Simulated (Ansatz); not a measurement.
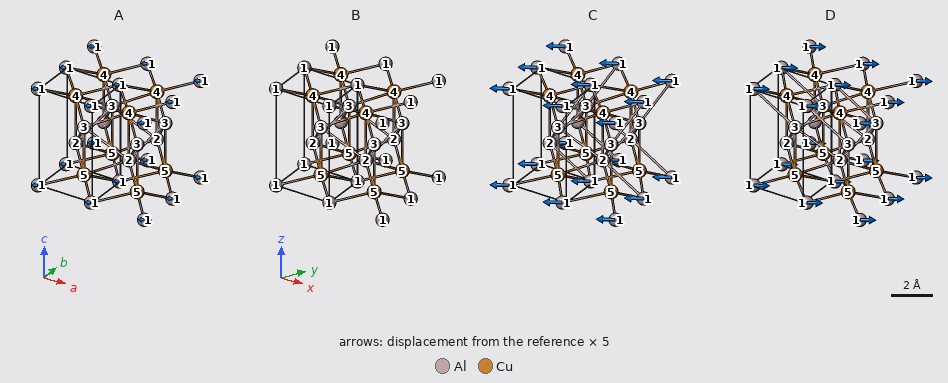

Energy scan for crystalline Al$_{3}$Cu$_{2}$ (P-3m1), in which Al1 (one in each cell of 5 atoms) is moved along Cartesian [1 1 0], all else fixed. A ball-and-stick model of the cell of the calculation, repeated 2 × 2 × 1 with one cell outlined, seen slightly off an axis. Blue arrows: displacements from the reference.

The calculation used DFT PBEsol, scalar-relativistic, plane waves, PAW (Ansatz 0.2.0). Settings: plane-wave cutoff 420 eV; k-point mesh 12 × 12 × 10; occupations gaussian; smearing width 0.15 eV; no spin polarisation. Energies (free energies at the smearing named) are counted from the relaxed crystal.

Question: Rank the frames from lowest to highest energy.

Answer: Lowest first: B (the displacement 0.00 Å, 0.0 meV/cell), A (the displacement −0.0667 Å, 19.9 meV/cell), D (the displacement 0.1667 Å, 125.7 meV/cell), C (the displacement −0.20 Å, 182.1 meV/cell). Over the whole scan: the lowest computed point lies at the displacement 0.00 Å (0.0 meV/cell). At the ends of the scan the energy is 182.1 meV/cell (−0.20 Å) and 182.1 meV/cell (0.20 Å). The curvature at zero is about 8.9 eV/Å². The well is symmetric. At the highest point the shortest interatomic distance is 2.31 Å, against 2.44 Å in the reference. The distortion takes the space group from P-3m1 to P1.
